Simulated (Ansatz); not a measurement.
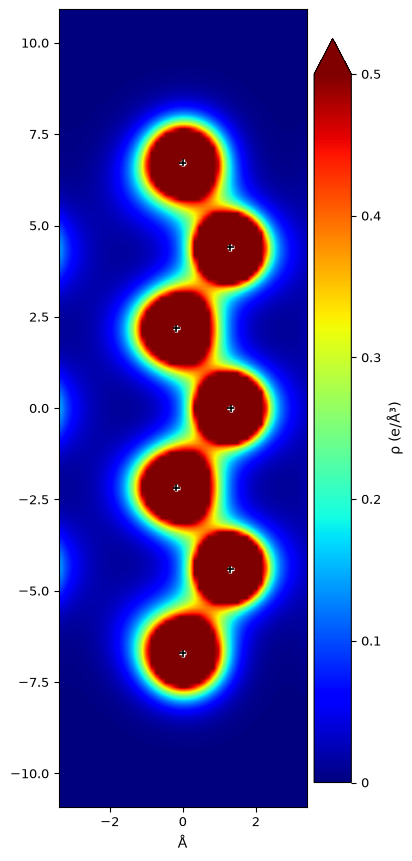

The valence pseudo-density on a plane through atoms (crosses mark nuclei in the plane).

Level of theory: DFT PBEsol, scalar-relativistic, plane waves, PAW in Ansatz.

Candidates:
A. SiC, a = 3.08 Å, b = 3.08 Å, c = 10.08 Å, α = 90.00°, β = 90.00°, γ = 120.00°. Space group P6₃mc; a structure from a database of computed crystals, not necessarily the ambient phase.
B. InAs (slab), a = 4.30 Å, b = 6.09 Å, c = 27.91 Å, α = 90.00°, β = 90.00°, γ = 90.00°. 

Which system is this?

Answer. Candidate B: InAs on the (100) plane of the calculation cell, a cut from vacuum to vacuum, which holds As and In. In–As (2.65 Å): ρ is about 0.39 e/Å³ halfway.
